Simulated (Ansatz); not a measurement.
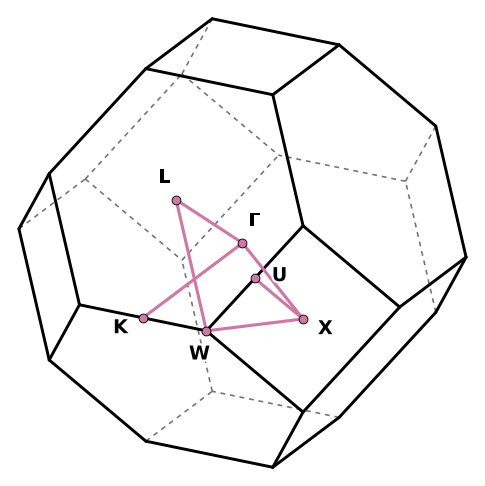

For GaAs, the end point of a relaxation with DFT, PBE, plane waves, PAW (Ansatz); the starting structure was generated, so it need not be a known form of this composition: the figure shows the first Brillouin zone with its special points and a band path. Symmetry computed with spglib at a tolerance of 0.002 Å; standard conventional cell.

Labels and path follow the convention of Hinuma et al. (2017), as computed by seekpath.

Question: Which Bravais lattice has this zone?

Answer: A face-centred cubic lattice (cF; extended symbol cF2). The zone is a truncated octahedron in its combinatorial type: 14 faces (6 with 4 edges, 8 with 6 edges), 36 edges, 24 vertices.

Question: In which order does the conventional band path visit the special points?

Answer: Γ–X–U | K–Γ–L–W–X
